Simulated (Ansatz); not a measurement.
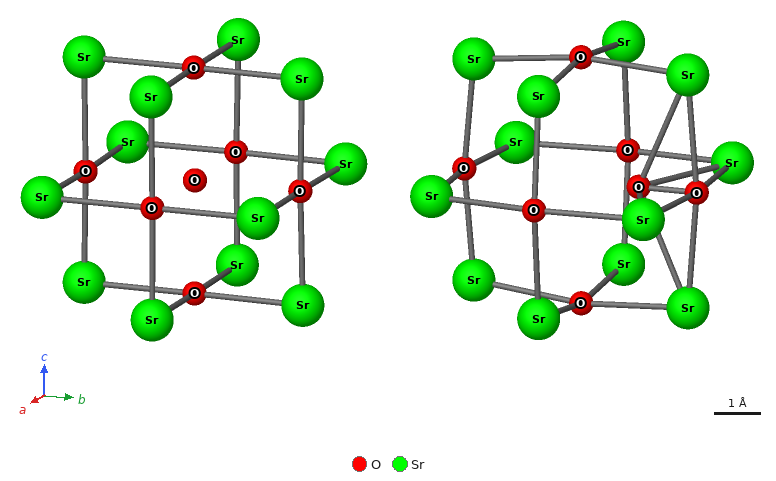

Two geometries of a defect cell of composition O33Sr31 (cell charge +3), drawn at one scale. One is the start of a relaxation, the other its converged end. The picture is a ball-and-stick view of the atoms within 4.2 Å of the atom that moves most (axes of the cell of the calculation (origin shifted)), seen slightly off an axis.

All numbers below come from Ansatz, DFT, PBEsol, PAW, plane waves. (plane-wave cutoff 420 eV; k-point mesh 1 × 1 × 1; mesh shifted by (0.25, 0.25, 0.25); collinear spin; atoms relaxed in a fixed cell; force threshold 0.03 eV/Å; at most 80 steps)

**Which one is relaxed?**

The right one is the relaxed one. The atom that moves furthest is an O atom (1.31 Å along +b). Largest moves by element: O 1.31 Å, Sr 0.14 Å. The cell stays as it was. Among the contacts that change: O–O 2.491 → 1.354 Å, O–Sr 3.625 → 2.879 Å, O–Sr 3.603 → 2.903 Å, O–Sr 3.544 → 2.852 Å. New bonds form, among them: O–O (2.49 → 1.35 Å), O–Sr (3.54 → 2.85 Å), O–Sr (3.57 → 2.88 Å), O–Sr (3.60 → 2.90 Å). After 15 geometry steps the energy has fallen by 3.529 eV per cell of the calculation. Largest force component: 1 eV/Å at the start, 0.01 eV/Å at the end. The program noted that the starting moments weren't kept. The run may lie on a higher electronic state than the lowest, so the end point isn't shown to be the ground-state structure.

Limits of the set-up: the cell is charged, on a uniform background, and energies carry no finite-size correction.
